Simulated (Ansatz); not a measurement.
# Band-structure calculation of PbF2 (part 1 of 2)

- system: PbF2 (6 atoms in the cell)
- method: DFT, r2SCAN, plane waves, PAW, no spin polarisation (Ansatz 0.2.0)

The structure derives from a Materials Project entry. The geometry comes from this level: r2scan-rvv10.

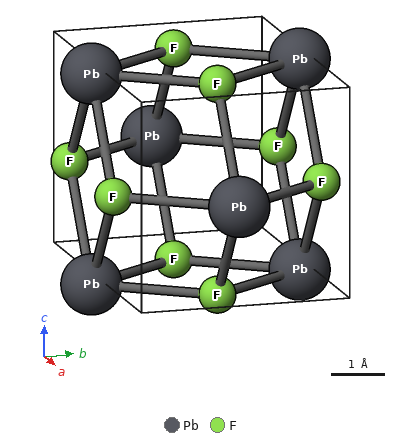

Fig. 1: The input geometry (ball-and-stick view of the cell of the calculation, seen slightly off an axis). An atom can appear more than once, as a periodic image.

Input
```yaml
crystal:
  lattice:
    - [5.8916182408, 0.0, 0.0]
    - [0.0, 2.945815969, 2.9458164277]
    - [0.0, -2.945815969, 2.9458164277]
  atoms:
    - { symbol: Pb, position: [0.5, 0.9699092238, 0.9699092238] }
    - { symbol: Pb, position: [0.0, 0.4699092238, 0.4699092238] }
    - { symbol: F, position: [0.7500052183, 0.9699224585, 0.4699213178] }
    - { symbol: F, position: [0.2499947817, 0.4699213178, 0.9699224585] }
    - { symbol: F, position: [0.7499947817, 0.4699224585, 0.9699213178] }
    - { symbol: F, position: [0.2500052183, 0.9699213178, 0.4699224585] }
kpoints:
  mp_grid: { grid: [4, 6, 6] }
  band_path:
    path:
      - [0.0, 0.0, 0.0]
      - [0.0, 0.5000003615, -0.5000003615]
      - [0.2499995995, 0.6250004714, -0.3750002517]
      - [0.7499987986, 0.3750002711, -0.3750002711]
      - [0.4999991991, 0.5000004005, 3.89e-08]
      - [0.4999991991, 0.5000003615, -0.5000003615]
      - [0.0, 0.4500003254, -0.4500003254]
    npoints: 1
hamiltonian:
  xc: r2scan
scf:
  occupations: { method: fixed }
  n_extra_bands: 5
output:
  forces: true
  stress: true
  eigenvalues: true
  write_density: true
  write_potential: true
  elf: true
  volumetric_format: npy
```

Launch command:
```bash
ansatz run input.yaml --threads 4 --pin off --max-ram 5529MiB --backend cpu --events-out ev --progress --plain --runs-dir out
```

The program's output
```
Warning: the atoms were moved onto the symmetric positions of the space group found under crystal.symmetry.tolerance 1.0e-5 (fractional; no operation is sought that the atoms, as they stand in a round, miss by more than twice it, and no atom is moved by as much as it), and the run uses the moved positions. Before a round's move an operation carried an atom to 6.19e-5 Å from where it should land, the largest such distance. Atom 2 (counting from 0) moved farthest, by 3.09e-5 Å; the longest move in fractions of the cell, of whichever atom, is 0.52 of the tolerance, in 1 round. To run the atoms as typed, lower crystal.symmetry.tolerance until the operations that they miss are no longer found, or set crystal.symmetry.detect: false (a key that needs symmetry detection or time reversal refuses this as the deck is read). The positions used, in the order of the run's atom list: position: [0.5, 0.9699092238, 0.9699092238]; position: [0.0, 0.4699092238, 0.4699092238]; position: [0.75, 0.96992188815, 0.46992188815]; position: [0.25, 0.46992188815, 0.96992188815]; position: [0.75, 0.46992188815, 0.96992188815]; position: [0.25, 0.96992188815, 0.46992188815];
Warning: at least one further symmetry operation maps every atom of the structure, as the run holds it, onto an atom to within 2.39e-5 (fractional), and is not used: no operation is sought that the atoms, as the run holds them, miss by more than 2.00e-5, twice crystal.symmetry.tolerance (1.0e-5). The run uses 8 unitary operations. The run imposes no operation that its atoms and lattice do not hold. Figures that only the operations left out would make equal are not made equal, and some can differ by far more than the structure misses those operations by: interpolated phonon frequencies and what the tetrahedron methods give by atom among them (crystal.symmetry.tolerance lists what is known). If the more symmetric structure is meant (of a frozen-density pass: in the run whose state it reads), write the positions to more decimals or symmetrise them. If the atoms are displaced on purpose, the operation is rightly left out
Warning: 16 further operations each map every atom onto an atom to within the bar at which the run's group was sought, crystal.symmetry.tolerance = 1.0e-5 (fractional) or twice it, and were not used: together with those that the run uses (8 unitary) they do not form a group (the best of them misses by 1.69e-5). An atom lies off a symmetric position by an amount comparable with the tolerance. The run imposes no operation that its atoms and lattice do not hold. Figures that only the operations left out would make equal are not made equal, and some can differ by far more than the structure misses those operations by: interpolated phonon frequencies and what the tetrahedron methods give by atom among them (crystal.symmetry.tolerance lists what is known). The run uses more k-points than the symmetric structure would need; if that structure is meant (of a frozen-density pass: in the run whose state it reads), write the positions to more decimals or symmetrise them, or raise the tolerance and check the reported number of operations
scf.n_extra_bands = 5 over 28 filled bands (N_el = 56.0): the run solves 33 bands
Engine: ansatz 0.2.0, x86_64-unknown-linux-gnu
Pseudopotentials: kind: paw
Pseudopotential: Pb, paw, valence charge 14, recommended cutoff 500 eV (meta_gga), Pb.paw.azcp
Pseudopotential: F, paw, valence charge 7, recommended cutoff 500 eV (meta_gga), F.paw.azcp
Functional definition: r2SCAN
  parameter k0 = 0.174
  parameter k1 = 0.065
  parameter a1 = 4.9479
  exchange = r2scan_x(k0 = k0, k1 = k1, a1 = a1)
  correlation = r2scan_c
Crystal: 6 atoms, lattice volume = 102.253 Å³
Basis set: ecut = 500 eV, 2589 PW (Γ), exchange–correlation on 180×128×128 points (64 copies of the dense FFT grid, shifted against one another)
Bands: 33, of which v1, the nominal top of the filled ones, is band 28 counted from 1 (27 counted from 0)
Symmetry: 8 space group operations
Space group: I4mm (ITA 107), of the structure as read, at distance tolerance 4.7e-5 Å
k-points: 39 of 144 (time reversal used)
Non-local potential: Pb, projectors of the file, l = 0: 2, l = 1: 2, l = 2: 2, l = 3: 2
Non-local potential: F, projectors of the file, l = 0: 2, l = 1: 2, l = 2: 1
PAW form: soft (Blöchl's): semilocal exchange-correlation on the pseudo side does not see the compensation charge
PAW frozen core: Pb, regenerated for the run's functional (the file was generated under x = pbe(κ = 0.804, μ = 0.2195149727645171), c = pbe(β = 0.06672455060314922))
PAW frozen core: F, regenerated for the run's functional (the file was generated under x = pbe(κ = 0.804, μ = 0.2195149727645171), c = pbe(β = 0.06672455060314922))
PAW one-centre angular grid: Pb, 590 points (default); XC on 160 Gauss nodes
PAW one-centre angular grid: F, 302 points (default); XC on 160 Gauss nodes
Initial density: superposition of atomic densities (neutral atoms: chi_scale 0, normalization atom), corrected by the library's trained network
Initial wavefunctions: pseudopotential atomic-orbital guess
Functional: x = r2scan, c = r2scan; τ floored in thin density (d = 2e-4 eV/Å³)
SCF iter   1: F=—  HF=-27084.408379 eV  |F-HF|=—  |Δ(HF+E_count)|=         —  Δρ=9.26e-3  dr2=7.91e-2  dr2_τ=1.14e-1  ethr=1.77e-3  ⟨swp⟩=5.1  Hψ=4529  notcnv=0  defer=112
preconditioner: auto → Resta (q_TF=auto, 2.468 Å⁻¹)  ε∞=3.6  [insulator: Δε(μ)=5.025 eV  Ē_g=16.995 eV  n_scr=28 (ndim 8)  ℏωp=27.5 eV  f_vac=0.127  ε∞_Penn≈3.6]
SCF iter   2: F=—  HF=-27084.471443 eV  |F-HF|=—  |Δ(HF+E_count)|=   6.31e-2  Δρ=3.86e-3  dr2=8.21e-3  dr2_τ=1.43e-3  ethr=1.41e-4  ⟨swp⟩=2.0  Hψ=2779  notcnv=0  defer=110
SCF iter   3: F=—  HF=-27084.470530 eV  |F-HF|=—  |Δ(HF+E_count)|=   9.14e-4  Δρ=1.40e-3  dr2=1.45e-3  dr2_τ=1.56e-4  ethr=1.47e-5  ⟨swp⟩=3.0  Hψ=2046  notcnv=0  defer=113
SCF iter   4: F=—  HF=-27084.470334 eV  |F-HF|=—  |Δ(HF+E_count)|=   1.96e-4  Δρ=3.82e-4  dr2=6.01e-5  dr2_τ=1.25e-5  ethr=2.59e-6  ⟨swp⟩=2.1  Hψ=1881  notcnv=0  defer=113
SCF iter   5: F=—  HF=-27084.470366 eV  |F-HF|=—  |Δ(HF+E_count)|=   3.23e-5  Δρ=6.30e-5  dr2=2.59e-6  dr2_τ=3.60e-7  ethr=1.07e-7  ⟨swp⟩=2.0  Hψ=1794  notcnv=0  defer=101
SCF iter   6: F=—  HF=-27084.470368 eV  |F-HF|=—  |Δ(HF+E_count)|=   2.53e-6  Δρ=1.91e-5  dr2=3.45e-7  dr2_τ=1.66e-8  ethr=4.63e-9  ⟨swp⟩=2.0  Hψ=2340  notcnv=0  defer=101
SCF iter   7: F=-27084.470368 eV  HF=-27084.470368 eV  |F-HF|=3.67e-9  |Δ(HF+E_count)|=   1.27e-8  Δρ=2.93e-6  dr2=8.72e-9  dr2_τ=3.12e-10  ethr=1.79e-10  ⟨swp⟩=14.9  Hψ=10021  notcnv=0
SCF 1 converged in 7 iterations: F = -27084.470368 eV  dr2 = 8.72e-9
  greatest PAW one-centre occupation: 0.983 electrons in one spin orbital (limit 2), on the Pb atom at site 1 (counted from 0), in its partial waves of l = 2
```

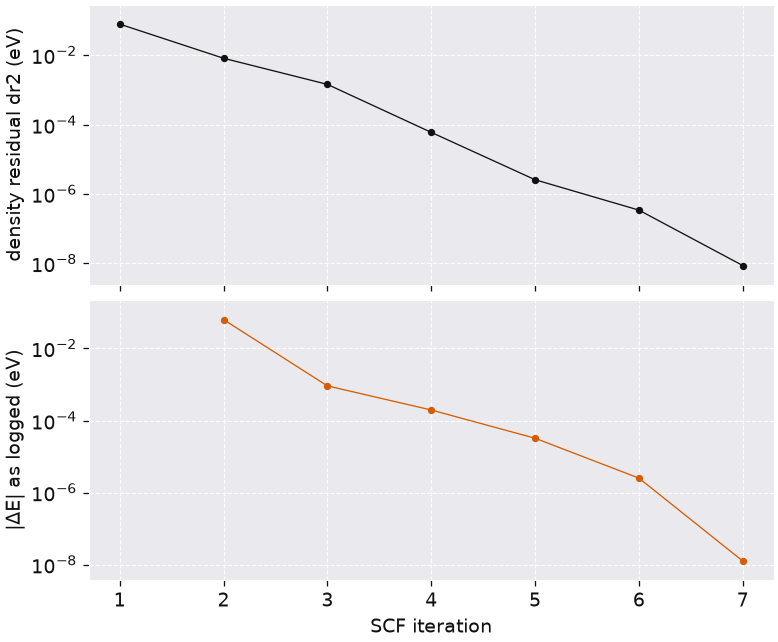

Fig. 2: Convergence of the self-consistent field: density residual dr2 and size of the energy change against the SCF iteration. The residual falls at every step.

```
NSCF: frozen V_eff on 7 k-points
SCF converged after 7 iterations
Free energy (F): -27084.470368 eV
Harris-Foulkes:  -27084.470368 eV  (|F-HF|=3.67e-9)
Internal energy: -27084.470368 eV  (E = F + TS)
E sigma→0 (E₀):  -27084.470368 eV
Fermi energy:    4.942111 eV
--- Per-component energies (eV) ---
  E_band       = -279.144505
  E_kinetic    = 1403.672944
  E_local      = -4479.996370  (includes V_loc(G=0)·N_el)
  E_nonlocal   = 993.103522
  E_hartree    = 1726.670167
  E_xc         = -737.594483
  E_vxc        = -759.014359  (∫ρ·V_xc dr)
  E_paw        = -21668.297696  (= ΣΔE_a)
  E_vpaw       = -945.181559  (= ΣTr[D̂ρ^β])
  E_aug_tail   = 0.004186  (compensation charges beyond the density's cutoff)
  E_vtau       = 54.926435  (kinetic-family band-sum trace: ∫τ·v_τ [+ j·A + Jᵃ·Aᵃ] dr)
  E_ewald      = -4323.838078
  E_core_change = 1.805439  (= ΣΔE_core)
  E_smearing   = -0.000000  (= −TS)
  E_closure    = -0.000000  (closes the sum)
  Σ components = -27084.470368   (vs F -27084.470368, Δ=0.00e0)
--- Forces (eV/Å), atoms counted from 1 ---
  atom   1  Pb    -0.00000000     0.00000000     0.00011522
  atom   2  Pb    -0.00000000     0.00000000     0.00011522
  atom   3  F      0.00000000    -0.00000000    -0.00005459
  atom   4  F      0.00000000    -0.00000000    -0.00005459
  atom   5  F      0.00000000    -0.00000000    -0.00005459
  atom   6  F      0.00000000    -0.00000000    -0.00005459
  max |Σ_I F_I| component: 1.21e-5 eV/Å
--- Stress (GPa, compression-positive) ---
        1.203088       0.000000       0.000000
        0.000000       1.202861       0.000000
        0.000000       0.000000       1.202851
  P = ⅓ Tr σ = 1.2029 GPa (12.029 kbar)
--- Band table (eV; the first three rows and the last of 39) ---
  k-point 0: bands = ["-17.6189", "-17.3449", "-17.2310", "-17.0028", "-9.9990", "-9.9990", "-9.9990", "-9.9875", "-9.9482", "-9.9482", "-9.9232", "-9.9052", "-9.9052", "-9.7614", "-1.6569", "0.4069", "1.0660", "1.0660", "2.1466", "2.1466", "2.1466", "2.6580", "2.6580", "2.6580", "3.0792", "3.0839", "3.0839", "4.7976", "9.8665", "12.2581", "12.2582", "12.2582", "13.4502"]
  k-point 1: bands = ["-17.5842", "-17.3293", "-17.2472", "-17.0340", "-9.9920", "-9.9881", "-9.9814", "-9.9626", "-9.9505", "-9.9457", "-9.9290", "-9.9107", "-9.8837", "-9.7817", "-1.6243", "0.0137", "1.0896", "1.1742", "2.0113", "2.0257", "2.2010", "2.5542", "2.7443", "2.8239", "3.0115", "3.0816", "3.1742", "4.8633", "10.3110", "11.5466", "12.4122", "12.4200", "12.6219"]
  k-point 2: bands = ["-17.4950", "-17.2993", "-17.2819", "-17.1125", "-9.9733", "-9.9718", "-9.9703", "-9.9540", "-9.9417", "-9.9264", "-9.9261", "-9.8862", "-9.8434", "-9.8301", "-1.4895", "-0.6490", "1.2054", "1.4692", "1.7543", "1.8820", "2.2674", "2.3267", "2.3551", "2.8217", "2.8802", "3.0538", "4.0201", "4.9043", "10.8028", "11.3144", "11.5269", "12.6022", "12.8011"]
  k-point 38: bands = ["-17.2883", "-17.2883", "-17.2883", "-17.2883", "-9.9710", "-9.9710", "-9.9385", "-9.9385", "-9.9051", "-9.9051", "-9.8363", "-9.8363", "-9.8363", "-9.8363", "-1.6016", "-1.6016", "0.8924", "0.8924", "1.9595", "1.9595", "1.9595", "1.9595", "3.0141", "3.0141", "3.1492", "3.1492", "4.9421", "4.9421", "11.5434", "11.5434", "11.5434", "11.5434", "12.8196"]
```
